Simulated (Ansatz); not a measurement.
# Zn in Al(100), 2x2: scattering by a point defect, part 2 of 2

Aim: the resistance that Zn in Al(100), 2x2 adds to the host.

Ansatz 0.2.0; Ansatz plane-wave DFT, PBE, PAW files; ballistic transport by layer matching (Landauer), zero bias; PAW set soft_1 (the session's first sound run).

So far, resistivity per at.% scaled from this dense plane, with the factor 3/4 for isotropic scattering (µΩ cm): step 3 (resistance at ideal sites) 0.463.

## Step 4: Relaxing the neighbours

The neighbours of the defect are let go while the lead's layers stay on their sites, since a lead must repeat to 0.01 Å.

This step: Ansatz plane-wave DFT, PBE, PAW files; relaxation with the lead's layers held; PAW set soft_1 (Ansatz 0.2.0).

File input.yaml:

```yaml
crystal:
  lattice:
    - [5.7246940741, 0.0, 0.0]
    - [0.0, 5.7246940741, 0.0]
    - [0.0, 0.0, 24.28782]
  atoms:
    - { symbol: Al, position: [0.0, 0.0, 0.0416666667] }
    - { symbol: Al, position: [0.0, 0.5, 0.0416666667] }
    - { symbol: Al, position: [0.5, 0.0, 0.0416666667] }
    - { symbol: Al, position: [0.5, 0.5, 0.0416666667] }
    - { symbol: Al, position: [0.25, 0.25, 0.125] }
    - { symbol: Al, position: [0.25, 0.75, 0.125] }
    - { symbol: Al, position: [0.75, 0.25, 0.125] }
    - { symbol: Al, position: [0.75, 0.75, 0.125] }
    - { symbol: Al, position: [0.0, 0.0, 0.2083333333] }
    - { symbol: Al, position: [0.0, 0.5, 0.2083333333] }
    - { symbol: Al, position: [0.5, 0.0, 0.2083333333] }
    - { symbol: Al, position: [0.5, 0.5, 0.2083333333] }
    - { symbol: Al, position: [0.25, 0.25, 0.2916666667] }
    - { symbol: Al, position: [0.25, 0.75, 0.2916666667] }
    - { symbol: Al, position: [0.75, 0.25, 0.2916666667] }
    - { symbol: Al, position: [0.75, 0.75, 0.2916666667] }
    - { symbol: Al, position: [0.0, 0.0, 0.375] }
    - { symbol: Al, position: [0.0, 0.5, 0.375] }
    - { symbol: Al, position: [0.5, 0.0, 0.375] }
    - { symbol: Al, position: [0.5, 0.5, 0.375] }
    - { symbol: Al, position: [0.25, 0.25, 0.4583333333] }
    - { symbol: Al, position: [0.25, 0.75, 0.4583333333] }
    - { symbol: Al, position: [0.75, 0.25, 0.4583333333] }
    - { symbol: Al, position: [0.75, 0.75, 0.4583333333] }
    - { symbol: Zn, position: [0.0, 0.0, 0.5416666667] }
    - { symbol: Al, position: [0.0, 0.5, 0.5416666667] }
    - { symbol: Al, position: [0.5, 0.0, 0.5416666667] }
    - { symbol: Al, position: [0.5, 0.5, 0.5416666667] }
    - { symbol: Al, position: [0.25, 0.25, 0.625] }
    - { symbol: Al, position: [0.25, 0.75, 0.625] }
    - { symbol: Al, position: [0.75, 0.25, 0.625] }
    - { symbol: Al, position: [0.75, 0.75, 0.625] }
    - { symbol: Al, position: [0.0, 0.0, 0.7083333333] }
    - { symbol: Al, position: [0.0, 0.5, 0.7083333333] }
    - { symbol: Al, position: [0.5, 0.0, 0.7083333333] }
    - { symbol: Al, position: [0.5, 0.5, 0.7083333333] }
    - { symbol: Al, position: [0.25, 0.25, 0.7916666667] }
    - { symbol: Al, position: [0.25, 0.75, 0.7916666667] }
    - { symbol: Al, position: [0.75, 0.25, 0.7916666667] }
    - { symbol: Al, position: [0.75, 0.75, 0.7916666667] }
    - { symbol: Al, position: [0.0, 0.0, 0.875] }
    - { symbol: Al, position: [0.0, 0.5, 0.875] }
    - { symbol: Al, position: [0.5, 0.0, 0.875] }
    - { symbol: Al, position: [0.5, 0.5, 0.875] }
    - { symbol: Al, position: [0.25, 0.25, 0.9583333333] }
    - { symbol: Al, position: [0.25, 0.75, 0.9583333333] }
    - { symbol: Al, position: [0.75, 0.25, 0.9583333333] }
    - { symbol: Al, position: [0.75, 0.75, 0.9583333333] }
kpoints:
  mp_grid: { grid: [4, 4, 1] }
hamiltonian:
  xc: pbe
  pseudopotentials: { kind: paw, azcp: { folder: soft_1 } }
scf:
  occupations: { method: fermi_dirac, width: 0.1 }
relax:
  f_tol: 0.03
  max_steps: 40
  constraints:
    - { sites: [0, 1, 2, 3, 4, 5, 6, 7, 8, 9, 10, 11, 36, 37, 38, 39, 40, 41, 42, 43, 44, 45, 46, 47] }
```

Launch:

```bash
> ansatz run input.yaml --threads 4 --pin off --max-ram 15360MiB --backend cpu --events-out ev --progress --plain --runs-dir out
```

Numbers of over 12 decimals in the logs are rounded to 6 here.

The program printed:

```text
Warning: crystal.symmetry: narrowed to the stabiliser of the relax constraints — unitary ops 16 → 8; lowered at sites 12, 13, 14, 15, 36, 37, 38, 39 (the operations that carried what is held of a site onto what its image site leaves free; the constrained walk keeps no symmetry that its constraints do not admit)
[...]
Crystal: 48 atoms, lattice volume = 795.963 Å³
Basis set: ecut = 420 eV, 15629 PW (Γ), exchange–correlation on 80×80×360 points (8 copies of the dense FFT grid, shifted against one another)
Bands: 125, of which v1, the nominal top of the filled ones, is band 77 counted from 1 (76 counted from 0)
Symmetry: 8 space group operations
k-points: 6 of 16
[...]
SCF iter   1: F=—  HF=-28584.510088 eV  |F-HF|=—  |Δ(HF+E_count)|=         —  Δρ=3.09e-2  dr2=4.08e1  ethr=3.10e-3  ⟨swp⟩=6.3  Hψ=3666  notcnv=0  defer=25
[...]
SCF iter   8: F=-28581.570685 eV  HF=-28581.570685 eV  |F-HF|=6.84e-7  |Δ(HF+E_count)|=   1.28e-5  Δρ=5.75e-6  dr2=8.33e-7  ethr=1.47e-8  ⟨swp⟩=2.5  Hψ=2363  notcnv=0
SCF 1 converged in 8 iterations: F = -28581.570685 eV  dr2 = 8.33e-7
[...]
relax step   1: F+E_penalty+E_count = -28581.57068473 eV  Δ(F+E_penalty+E_count) = +0.000e0 eV  max|allowed force component| = 3.665e-2 eV/Å  Δτ_max = 0.0000 Å  (8 SCF iters, dr2 threshold 2.25e-5 eV, accepted)
[...]
iter 1 solved again at ethr=1.12e-5 eV; its pass at ethr=3.10e-3 eV (dr2=1.72e-2 eV) is discarded
[...]
SCF iter   6: F=-28581.571760 eV  HF=-28581.571760 eV  |F-HF|=1.45e-8  |Δ(HF+E_count)|=   5.00e-8  Δρ=5.98e-7  dr2=1.62e-8  ethr=6.54e-11  ⟨swp⟩=4.0  Hψ=2123  notcnv=0
SCF 2 converged in 6 iterations: F = -28581.571760 eV  dr2 = 1.62e-8
relax step   2: F+E_penalty+E_count = -28581.57176048 eV  Δ(F+E_penalty+E_count) = -1.076e-3 eV  max|allowed force component| = 4.365e-3 eV/Å  Δτ_max = 0.0190 Å  (6 SCF iters, accepted)
SCF converged after 6 iterations
Free energy (F): -28581.571760 eV
[...]
Internal energy: -28580.794770 eV  (E = F + TS)
E sigma→0 (E₀):  -28581.183265 eV
Entropy (-TS):   -0.776990 eV (-16.187 meV/atom)
Fermi energy:    7.829890 eV
[...]
--- Forces (eV/Å), atoms counted from 1 ---
  atom   1  Al     0.00000000     0.00000000     0.00488321
  atom   2  Al     0.00000000     0.00000000     0.00495644
  atom   3  Al     0.00000000     0.00000000     0.00495644
  atom   4  Al     0.00000000     0.00000000     0.00491658
  atom   5  Al    -0.01798405    -0.01798405     0.01163597
  atom   6  Al    -0.01798405     0.01798405     0.01163597
  atom   7  Al     0.01798405    -0.01798405     0.01163597
  atom   8  Al     0.01798405     0.01798405     0.01163597
  atom   9  Al     0.00000000     0.00000000    -0.00284176
  atom  10  Al     0.00000000     0.00000000     0.01081994
  atom  11  Al    -0.00000000     0.00000000     0.01081994
  atom  12  Al     0.00000000     0.00000000     0.01980146
  atom  13  Al     0.00116204     0.00116204    -0.00436541
  atom  14  Al     0.00116204    -0.00116204    -0.00436541
  atom  15  Al    -0.00116204     0.00116204    -0.00436541
  atom  16  Al    -0.00116204    -0.00116204    -0.00436541
  atom  17  Al     0.00000000     0.00000000    -0.00338194
  atom  18  Al     0.00000000     0.00000000    -0.00300722
  atom  19  Al    -0.00000000     0.00000000    -0.00300722
  atom  20  Al     0.00000000     0.00000000    -0.00311958
  atom  21  Al    -0.00170383    -0.00170383    -0.00281826
  atom  22  Al    -0.00170383     0.00170383    -0.00281826
  atom  23  Al     0.00170383    -0.00170383    -0.00281826
  atom  24  Al     0.00170383     0.00170383    -0.00281826
  atom  25  Zn    -0.00000000     0.00000000     0.00203078
  atom  26  Al    -0.00000000     0.00000000     0.00321944
  atom  27  Al     0.00000000     0.00000000     0.00321944
  atom  28  Al    -0.00000000     0.00000000     0.00340804
  atom  29  Al    -0.00125221    -0.00125221     0.00075354
  atom  30  Al    -0.00125221     0.00125221     0.00075354
  atom  31  Al     0.00125221    -0.00125221     0.00075354
  atom  32  Al     0.00125221     0.00125221     0.00075354
  atom  33  Al    -0.00000000     0.00000000     0.00162216
  atom  34  Al    -0.00000000     0.00000000     0.00150589
  atom  35  Al     0.00000000     0.00000000     0.00150589
  atom  36  Al     0.00000000     0.00000000     0.00178669
  atom  37  Al     0.00287502     0.00287502    -0.02783927
  atom  38  Al     0.00287502    -0.00287502    -0.02783927
  atom  39  Al    -0.00287502     0.00287502    -0.02783927
  atom  40  Al    -0.00287502    -0.00287502    -0.02783927
  atom  41  Al     0.00000000     0.00000000     0.03341099
  atom  42  Al     0.00000000     0.00000000     0.01864956
  atom  43  Al     0.00000000     0.00000000     0.01864956
  atom  44  Al     0.00000000     0.00000000     0.00840055
  atom  45  Al    -0.01804335    -0.01804335    -0.01316059
  atom  46  Al    -0.01804335     0.01804335    -0.01316059
  atom  47  Al     0.01804335    -0.01804335    -0.01316059
  atom  48  Al     0.01804335     0.01804335    -0.01316059
  max |Σ_I F_I| component: 2.92e-5 eV/Å
--- Relaxed structure (2 steps of the walk, 2 accepted, 0 SCFs on fresh bases) ---
  F+E_penalty+E_count = -28581.57176048 eV   max|allowed force component| = 4.365e-3 eV/Å
  atoms:
    - { symbol: Al, position: [0.0, 0.0, 0.041667] }
    - { symbol: Al, position: [0.0, 0.500000, 0.041667] }
    - { symbol: Al, position: [0.500000, 0.0, 0.041667] }
    - { symbol: Al, position: [0.500000, 0.500000, 0.041667] }
    - { symbol: Al, position: [0.250000, 0.250000, 0.125000] }
    - { symbol: Al, position: [0.250000, 0.750000, 0.125000] }
    - { symbol: Al, position: [0.750000, 0.250000, 0.125000] }
    - { symbol: Al, position: [0.750000, 0.750000, 0.125000] }
    - { symbol: Al, position: [0.0, 0.0, 0.208333] }
    - { symbol: Al, position: [0.0, 0.500000, 0.208333] }
    - { symbol: Al, position: [0.500000, 0.0, 0.208333] }
    - { symbol: Al, position: [0.500000, 0.500000, 0.208333] }
    - { symbol: Al, position: [0.250050, 0.250050, 0.292194] }
    - { symbol: Al, position: [0.250050, 0.749950, 0.292194] }
    - { symbol: Al, position: [0.749950, 0.250050, 0.292194] }
    - { symbol: Al, position: [0.749950, 0.749950, 0.292194] }
    - { symbol: Al, position: [0, 0.0, 0.375415] }
    - { symbol: Al, position: [0, 0.500000, 0.375580] }
    - { symbol: Al, position: [0.500000, 0.0, 0.375580] }
    - { symbol: Al, position: [0.500000, 0.500000, 0.375781] }
    - { symbol: Al, position: [0.249936, 0.249936, 0.458640] }
    - { symbol: Al, position: [0.249936, 0.750064, 0.458640] }
    - { symbol: Al, position: [0.750064, 0.249936, 0.458640] }
    - { symbol: Al, position: [0.750064, 0.750064, 0.458640] }
    - { symbol: Zn, position: [0, 0.0, 0.541880] }
    - { symbol: Al, position: [0, 0.500000, 0.541880] }
    - { symbol: Al, position: [0.500000, 0.0, 0.541880] }
    - { symbol: Al, position: [0.500000, 0.500000, 0.541879] }
    - { symbol: Al, position: [0.249939, 0.249939, 0.625130] }
    - { symbol: Al, position: [0.249939, 0.750061, 0.625130] }
    - { symbol: Al, position: [0.750061, 0.249939, 0.625130] }
    - { symbol: Al, position: [0.750061, 0.750061, 0.625130] }
    - { symbol: Al, position: [0, 0.0, 0.708382] }
    - { symbol: Al, position: [0, 0.500000, 0.708224] }
    - { symbol: Al, position: [0.500000, 0.0, 0.708224] }
    - { symbol: Al, position: [0.500000, 0.500000, 0.708029] }
    - { symbol: Al, position: [0.250000, 0.250000, 0.791667] }
    - { symbol: Al, position: [0.250000, 0.750000, 0.791667] }
    - { symbol: Al, position: [0.750000, 0.250000, 0.791667] }
    - { symbol: Al, position: [0.750000, 0.750000, 0.791667] }
    - { symbol: Al, position: [0.0, 0.0, 0.875000] }
    - { symbol: Al, position: [0.0, 0.500000, 0.875000] }
    - { symbol: Al, position: [0.500000, 0.0, 0.875000] }
    - { symbol: Al, position: [0.500000, 0.500000, 0.875000] }
    - { symbol: Al, position: [0.250000, 0.250000, 0.958333] }
    - { symbol: Al, position: [0.250000, 0.750000, 0.958333] }
    - { symbol: Al, position: [0.750000, 0.250000, 0.958333] }
    - { symbol: Al, position: [0.750000, 0.750000, 0.958333] }
```

Run time: 24 s. Hardware: 4 threads of Arm Neoverse V1, shared host; peak memory 2.1 GiB; 94 s of CPU time.

The steps of the relaxation:

```tsv
step	energy less that of the first step (eV)	largest force component (eV/Å)
1	0.0000	0.0366
2	-0.0011	0.0044
```

The atoms that moved most (Å):

```tsv
atom	dx	dy	dz	length
Al20	0.000	0.000	0.019	0.019
Al18	0.000	0.000	0.014	0.014
Al19	0.000	0.000	0.014	0.014
Al16	0.000	0.000	0.013	0.013
Al15	0.000	0.000	0.013	0.013
Al14	0.000	0.000	0.013	0.013
Al13	0.000	0.000	0.013	0.013
Al17	0.000	0.000	0.010	0.010
```

This step gave:

- free energy: -28581.5718 eV
- energy at zero smearing: -28581.1833 eV

The largest force component on a free atom ends at 0.0044 eV/Å, under the tolerance of 0.03, after 2 steps.

## Step 5: Transmission after relaxation, relaxed yes

The transmission is solved again on the relaxed atoms.

This step: Ansatz plane-wave DFT, PBE, PAW files; ballistic transport by layer matching (Landauer), zero bias; PAW set soft_1 (Ansatz 0.2.0).

File input.yaml:

```yaml
crystal:
  lattice:
    - [5.7246940741, 0.0, 0.0]
    - [0.0, 5.7246940741, 0.0]
    - [0.0, 0.0, 24.28782]
  atoms:
    - { symbol: Al, position: [0.0, 0.0, 0.0416666667] }
    - { symbol: Al, position: [0.0, 0.5, 0.0416666667] }
    - { symbol: Al, position: [0.5, 0.0, 0.0416666667] }
    - { symbol: Al, position: [0.5, 0.5, 0.0416666667] }
    - { symbol: Al, position: [0.25, 0.25, 0.125] }
    - { symbol: Al, position: [0.25, 0.75, 0.125] }
    - { symbol: Al, position: [0.75, 0.25, 0.125] }
    - { symbol: Al, position: [0.75, 0.75, 0.125] }
    - { symbol: Al, position: [0.0, 0.0, 0.2083333333] }
    - { symbol: Al, position: [0.0, 0.5, 0.2083333333] }
    - { symbol: Al, position: [0.5, 0.0, 0.2083333333] }
    - { symbol: Al, position: [0.5, 0.5, 0.2083333333] }
    - { symbol: Al, position: [0.2500498582, 0.2500498582, 0.2921944937] }
    - { symbol: Al, position: [0.2500498582, 0.7499501418, 0.2921944937] }
    - { symbol: Al, position: [0.7499501418, 0.2500498582, 0.2921944937] }
    - { symbol: Al, position: [0.7499501418, 0.7499501418, 0.2921944937] }
    - { symbol: Al, position: [0.0, 0.0, 0.3754150939] }
    - { symbol: Al, position: [0.0, 0.5, 0.3755795618] }
    - { symbol: Al, position: [0.5, 0.0, 0.3755795618] }
    - { symbol: Al, position: [0.5, 0.5, 0.3757811886] }
    - { symbol: Al, position: [0.2499360235, 0.2499360235, 0.4586402391] }
    - { symbol: Al, position: [0.2499360235, 0.7500639765, 0.4586402391] }
    - { symbol: Al, position: [0.7500639765, 0.2499360235, 0.4586402391] }
    - { symbol: Al, position: [0.7500639765, 0.7500639765, 0.4586402391] }
    - { symbol: Zn, position: [0.0, 0.0, 0.5418801082] }
    - { symbol: Al, position: [0.0, 0.5, 0.5418797546] }
    - { symbol: Al, position: [0.5, 0.0, 0.5418797546] }
    - { symbol: Al, position: [0.5, 0.5, 0.5418794002] }
    - { symbol: Al, position: [0.249938898, 0.249938898, 0.6251301932] }
    - { symbol: Al, position: [0.249938898, 0.750061102, 0.6251301932] }
    - { symbol: Al, position: [0.750061102, 0.249938898, 0.6251301932] }
    - { symbol: Al, position: [0.750061102, 0.750061102, 0.6251301932] }
    - { symbol: Al, position: [0.0, 0.0, 0.7083822028] }
    - { symbol: Al, position: [0.0, 0.5, 0.708224187] }
    - { symbol: Al, position: [0.5, 0.0, 0.708224187] }
    - { symbol: Al, position: [0.5, 0.5, 0.7080290168] }
    - { symbol: Al, position: [0.25, 0.25, 0.7916666667] }
    - { symbol: Al, position: [0.25, 0.75, 0.7916666667] }
    - { symbol: Al, position: [0.75, 0.25, 0.7916666667] }
    - { symbol: Al, position: [0.75, 0.75, 0.7916666667] }
    - { symbol: Al, position: [0.0, 0.0, 0.875] }
    - { symbol: Al, position: [0.0, 0.5, 0.875] }
    - { symbol: Al, position: [0.5, 0.0, 0.875] }
    - { symbol: Al, position: [0.5, 0.5, 0.875] }
    - { symbol: Al, position: [0.25, 0.25, 0.9583333333] }
    - { symbol: Al, position: [0.25, 0.75, 0.9583333333] }
    - { symbol: Al, position: [0.75, 0.25, 0.9583333333] }
    - { symbol: Al, position: [0.75, 0.75, 0.9583333333] }
kpoints:
  mp_grid: { grid: [4, 4, 1] }
hamiltonian:
  xc: pbe
  pseudopotentials: { kind: paw, azcp: { folder: soft_1 } }
scf:
  occupations: { method: fermi_dirac, width: 0.1 }
output:
  transmission: { leads: [[0, 4]], kmesh: [8, 8], e_range: [-0.05, 0.05], de: 0.05 }
  write_potential: true
  write_density: true
  volumetric_format: npy
```

The program printed:

```text
[...]
Crystal: 48 atoms, lattice volume = 795.963 Å³
Basis set: ecut = 420 eV, 15629 PW (Γ)
Bands: 125, of which v1, the nominal top of the filled ones, is band 77 counted from 1 (76 counted from 0)
Symmetry: 8 space group operations
[...]
k-points: 6 of 16
[...]
SCF iter   1: F=—  HF=-28584.497423 eV  |F-HF|=—  |Δ(HF+E_count)|=         —  Δρ=3.09e-2  dr2=3.94e1  ethr=3.10e-3  ⟨swp⟩=6.5  Hψ=3662  notcnv=0  defer=25
[...]
SCF iter   9: F=-28581.573642 eV  HF=-28581.573642 eV  |F-HF|=1.06e-8  |Δ(HF+E_count)|=   3.23e-8  Δρ=1.24e-6  dr2=1.44e-8  ethr=6.54e-11  ⟨swp⟩=17.7  Hψ=3411  notcnv=0
SCF 1 converged in 9 iterations: F = -28581.573642 eV  dr2 = 1.44e-8
[...]
transmission: 54 of 465 steps passed
transmission: 93 of 465 steps passed
[...]
transmission: 465 of 465 steps passed
SCF converged after 9 iterations
Free energy (F): -28581.573642 eV
[...]
Internal energy: -28580.796655 eV  (E = F + TS)
E sigma→0 (E₀):  -28581.185149 eV
Entropy (-TS):   -0.776987 eV (-16.187 meV/atom)
Fermi energy:    7.829991 eV
[...]
--- Band table (eV; the first three rows and the last of 6) ---
  k-point 0: bands = [... 73 lower, 7.1383, 7.2289, 7.2566, 7.2594, 7.2703, 7.2703, 7.2724, 7.2760, ... 44 higher]
  k-point 1: bands = [... 73 lower, 7.5276, 7.5281, 7.5568, 7.5704, 7.5963, 7.6246, 8.2039, 8.2064, ... 44 higher]
  k-point 2: bands = [... 73 lower, 7.5966, 7.6140, 7.6593, 7.7014, 8.2590, 8.2790, 8.2812, 8.2966, ... 44 higher]
  k-point 5: bands = [... 73 lower, 8.1789, 8.1789, 8.2051, 8.2139, 8.7552, 8.7564, 8.7636, 8.7636, ... 44 higher]
--- Transmission ---
  basis      : 293 plane waves across, 31 finite elements along
  points     : 15, standing for a mesh of 8 x 8
[...]
channels       : 6.265625e0 a spin
[...]
junction   : crystal 0 to crystal 0, 1.32 to 23.59 Å
    transmission   : 5.903019e0 a spin
[...]
```

Wall time 3.3 min (4 threads); peak memory 2 GiB.

Numbers from this step:

```
free energy                                    : -28581.5736 eV
energy at zero smearing                        : -28581.1851 eV
transmission per spin nearest the Fermi level  : 5.903
open channels per spin nearest the Fermi level : 6.266
step of the lead's potential                   : 12 meV
```

Per spin. Transmission, zone mean against energy, zero at the Fermi level:

```tsv
energy (eV)	transmission, zone mean
-0.0500	6.02
0.0000	5.90
0.0500	5.83
```

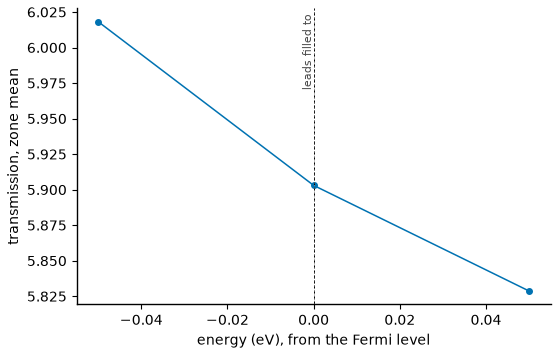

Transmission, zone mean against energy.

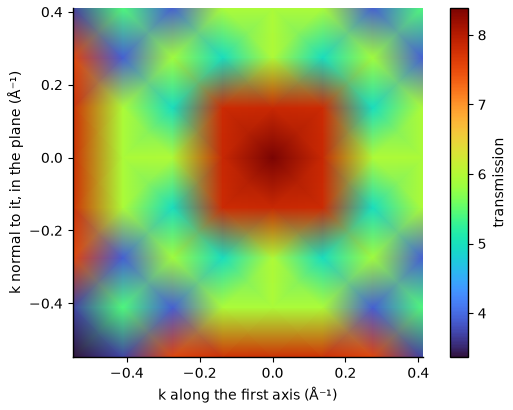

Transmission over k1 and k2. At 0.0000 eV from the Fermi level.

Over the solved energies the transmission per spin lies between 5.83 and 6.02, out of 6.18 channels of the lead on average (up to 6.27).

## Step 6: Resistance after relaxation

This step: Ansatz plane-wave DFT, PBE, PAW files; ballistic transport by layer matching (Landauer), zero bias; area resistance of the defect plane and resistivity an atomic per cent; PAW set soft_1 (Ansatz 0.2.0).

Numbers from this step:

```yaml
area_resistance: 0.03072 fΩ m²
t_over_the_leads_mean_channel_count: 0.9570
resistivity_per_at_scaled_from_this_dense_plane_with_the_factor_3_over_4_for_isotropic_scattering: 0.4553 µΩ cm
```

Averaged over the energies near the Fermi level, 95.7 % of the channels pass, which makes 0.0307 fΩ m², against 0.0313 on ideal sites.

## Step 7: Summary of results

```json
{"share of channels that pass, rigid": "0.956", "area resistance, rigid": "0.0313 fΩ m²", "resistivity per at.% from the area resistance, times 3/4, rigid": "0.463 µΩ cm", "share of channels that pass, relaxed": "0.957", "area resistance, relaxed": "0.0307 fΩ m²", "resistivity per at.% from the area resistance, times 3/4, relaxed": "0.455 µΩ cm"}
```

**Reading.** The plane of defects adds 0.031 fΩ m². Scaled to one atomic per cent that is 0.61 µΩ cm as it stands and 0.46 with the factor 3/4 for isotropic scattering on a spherical Fermi surface. These are rough estimates of the dilute value, not bounds. One Zn in each 2x2 cell reflects 4.3 % of the lead's channels. The relaxed cell differs by -1.7 % in resistance; between the two runs the lead's own channel count goes from 6.22 to 6.18, so sampling may have a part in it. The defects form a dense periodic sheet that scatters coherently, unlike a dilute random alloy. T and N are means over the solved energies nearest the Fermi level.

[Logs are printed without paths, hosts, clocks, repeated set-up lines and the standing remarks that a program may print on its own settings, such as how far it seeks lower states.]

[Hosts, paths, dates, database ids (printed as entryN), source tags and the programs' standing remarks are cut or masked in the printed files.]
